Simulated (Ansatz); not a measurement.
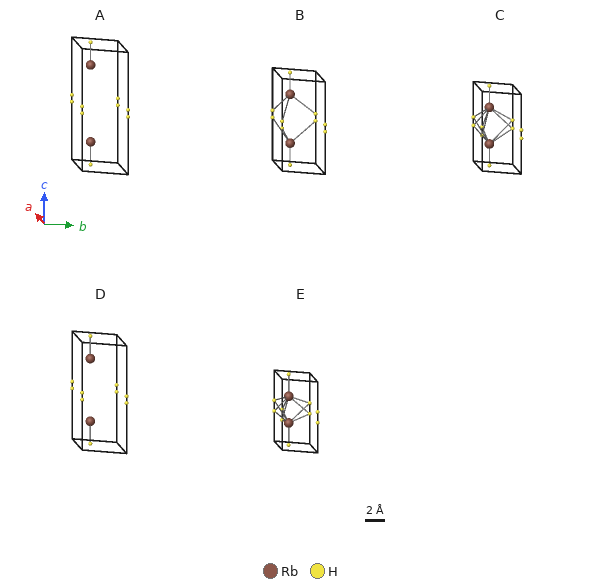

5 geometries from one relaxation of solid Rb₂H₃ (a generated structure, set up in P-6m2) (coarse preliminary run), in shuffled order. A ball-and-stick model of the cell of the calculation, seen from a free direction.

Theory: DFT PBE, scalar-relativistic, plane waves, PAW (Ansatz). Set-up: plane-wave cutoff 420 eV; k-point mesh 6 × 6 × 2; occupations gaussian; smearing width 0.1 eV; no spin polarisation; cell and atoms relaxed; force threshold 0.04 eV/Å; at most 70 steps.

> Order the frames from highest to lowest energy.

E, C, B, D, A. They are steps 0, 5, 9, 16, 26, at +2.343 eV per cell of the calculation, +0.816 eV per cell of the calculation, +0.369 eV per cell of the calculation, +61.0 meV per cell of the calculation relative to the last. Over 21 accepted moves (26 points after the start) the energy falls by 2.343 eV per cell of the calculation. Largest force component: 2.1 eV/Å at the start, 0.015 eV/Å at the end. The pressure goes from 7.30 to 0.01 GPa. The line search rejected the trial steps at points 3, 24 of the run. The SCF was repeated 3 times at an unchanged geometry on a basis and grid sized afresh for the cell, which shifted the energy by 0.185 eV per cell of the calculation at most. The largest moves relative to the cell, 1.69 Å, are those of Rb atoms. By element the largest moves are Rb 1.69 Å, H 0.63 Å. Cell: a = b 3.967 → 5.136 Å (+29.5 %), c 7.778 → 13.424 Å (+72.6 %). Volume +189.2 %. Among the contacts that change: Rb–Rb 2.930 → 8.436 Å, H–Rb 2.453 → 4.852 Å, H–Rb 3.075 → 5.469 Å, H–H 1.173 → 0.755 Å. New bonds form: H–H (1.17 → 0.75 Å). Bonds break: H–Rb (2.45 → 4.85 Å). The space group stays P-6m2 (No. 187).

Limits of the set-up: the k-point mesh is coarse for a cell with partly filled bands.
